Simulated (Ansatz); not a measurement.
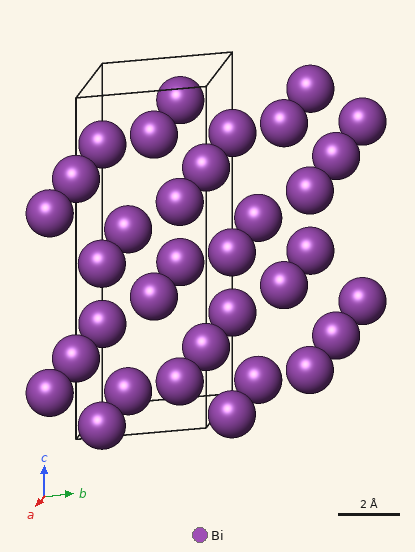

This is solid Bi (set up in R-3m). Style: spheres-only. Shown: the conventional cell (3 times the calculation's cell), repeated 2 × 2 × 1 with one cell outlined, slightly off an axis. Lengths and directions refer to the drawn axes.

Computed with DFT PBE+D3(BJ), scalar-relativistic, plane waves, PAW in Ansatz 0.2.0. Set-up: plane-wave cutoff 420 eV; k-point mesh 12 × 12 × 12; occupations gaussian; smearing width 0.1 eV; no spin polarisation.

Now this is done to it. The volume is changed by +10.0 %. The cell's shape and the atoms are relaxed at that volume.

### What does the calculation give for the changed structure?

Energy change: +31.5 meV per atom. Pressure: 0.0 GPa before, −2.5 GPa after. It is metallic before and after. The volume changes by +10.0 %, with a = b 4.535 → 4.596 Å (+1.4 %), c 11.645 → 12.468 Å (+7.1 %). The largest moves relative to the cell, 0.065 Å, are those of Bi atoms. Some distances before and after: Bi–Bi 3.446 → 3.666 Å, Bi–Bi 3.090 → 3.113 Å. The space group stays R-3m (No. 166).

Drawn alike, the variant:

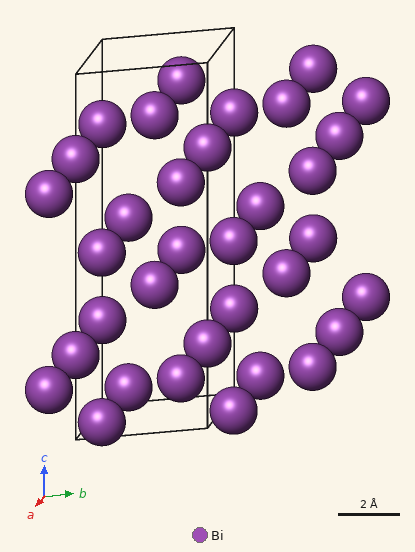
